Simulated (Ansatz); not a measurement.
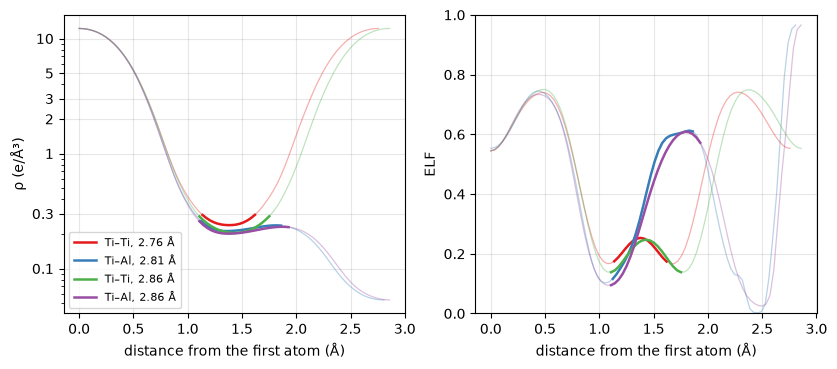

Figure. Ti3Al. Valence charge density (pseudo) and electron localisation function along straight lines between neighbouring atoms. Thin, pale parts lie inside the atomic spheres.

Space group P6₃/mmc; a point of a scan over the structure, not its minimum; computed pressure about −5 GPa in this cell; computed without spin polarisation; PAW files of the earlier set (soft_1).

All numbers below come from Ansatz 0.2.0, DFT LDA, scalar-relativistic, plane waves, PAW.

The density is the valence pseudo-density of a PAW calculation; it isn't the true density close to the nuclei.

The calculation's input:

```
crystal:
  lattice:
    - [5.6156185358, 0.0, 0.0]
    - [-2.8078092679, 4.8632683099, 0.0]
    - [0.0, 0.0, 4.7492]
  atoms:
    - { symbol: Ti, position: [0.8302530221, 0.1697469779, 0.25] }
    - { symbol: Ti, position: [0.6605060441, 0.8302530221, 0.75] }
    - { symbol: Ti, position: [0.8302530221, 0.6605060441, 0.25] }
    - { symbol: Ti, position: [0.1697469779, 0.8302530221, 0.75] }
    - { symbol: Ti, position: [0.3394939559, 0.1697469779, 0.25] }
    - { symbol: Ti, position: [0.1697469779, 0.3394939559, 0.75] }
    - { symbol: Al, position: [0.3333333333, 0.6666666667, 0.25] }
    - { symbol: Al, position: [0.6666666667, 0.3333333333, 0.75] }
basis:
  ecutwfc: 520.0
kpoints:
  mp_grid: { grid: [9, 9, 10] }
hamiltonian:
  xc: lda
  pseudopotentials: { kind: paw, azcp: { folder: soft_1 } }
scf:
  occupations: { method: gaussian, width: 0.15 }
output:
  forces: true
  stress: true
  eigenvalues: true
  write_density: true
  write_potential: true
  elf: true
  volumetric_format: npy
```

Launched as:

```sh
ansatz run input.yaml --threads 4 --pin off --max-ram 8192MiB --backend cpu --events-out ev --progress --plain --runs-dir out
```

Below, planes, directions and counts refer to the conventional cell (a = 5.62 Å, b = 5.62 Å, c = 4.75 Å, α = 90.00°, β = 90.00°, γ = 120.00°).

What can be read from the curves?

Ti–Ti (2.76 Å): ρ at the midpoint is about 0.24 e/Å³; the ELF is about 0.25 at the midpoint: no localised pair shows between them.
Ti–Al (2.81 Å): ρ at the midpoint is about 0.21 e/Å³; the ELF is about 0.35 at the midpoint.
Ti–Ti (2.86 Å): ρ is about 0.2 e/Å³ halfway; the ELF is about 0.25 at the midpoint: no localised pair shows between them.
Ti–Al (2.86 Å): ρ at the midpoint is about 0.2 e/Å³; the ELF is about 0.35 at the midpoint.
